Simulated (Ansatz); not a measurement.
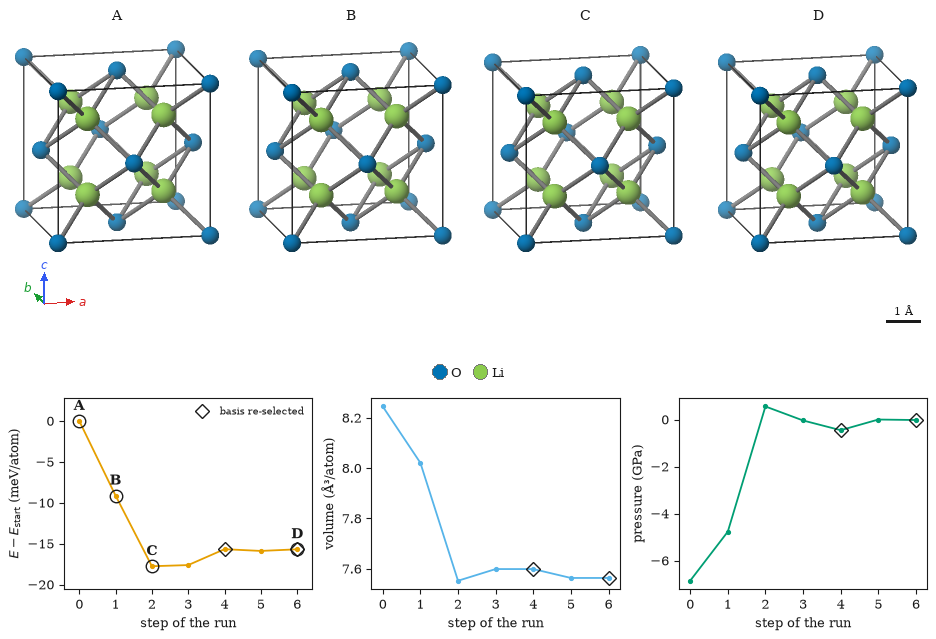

Frames of a relaxation of a crystal of Li2O (built on the antifluorite type), marked on the history of the run. The picture is a ball-and-stick view of the conventional cell (4 times the calculation's cell), seen slightly off an axis. Lengths and directions refer to the drawn axes.

Level of theory: DFT, LDA, plane waves, PAW in Ansatz. (plane-wave cutoff 420 eV; k-point mesh 8 × 8 × 8; occupations fermi dirac; smearing width 0.02 eV; no spin polarisation; cell and atoms relaxed; force threshold 0.005 eV/Å)

### Describe the path.

The atoms keep their places relative to the cell (all moves are under 0.005 Å). The drawn cell changes as follows: a = b = c 4.625 → 4.494 Å (−2.8 %); the volume changes by −8.3 %. Some distances before and after: Li–Li 2.313 → 2.247 Å, Li–O 2.003 → 1.946 Å. The space group stays Fm-3m (No. 225). Over 4 accepted moves (6 points after the start) the energy falls by 15.7 meV per atom. All forces vanish by symmetry, so only the cell relaxes. The pressure goes from −6.86 to −0.02 GPa. The SCF was repeated twice at an unchanged geometry on a basis and grid sized afresh for the cell, which shifted the energy by 1.9 meV per atom at most. From step 0 to 1: volume −2.7 %, energy −9.1 meV per atom. From step 1 to 2: volume −5.8 %, energy −8.6 meV per atom. From step 2 to 6: volume +0.1 %, energy +2.1 meV per atom.

```csv
step,"E − E(0), meV/atom","pressure, GPa","volume, Å³/atom",note
0,0.00,-6.86,8.245,
1,-9.13,-4.77,8.021,
2,-17.76,0.56,7.553,
3,-17.62,-0.04,7.599,
4,-15.67,-0.45,7.599,"same geometry, new basis"
5,-15.89,0.00,7.564,
6,-15.69,-0.02,7.564,"same geometry, new basis"
```
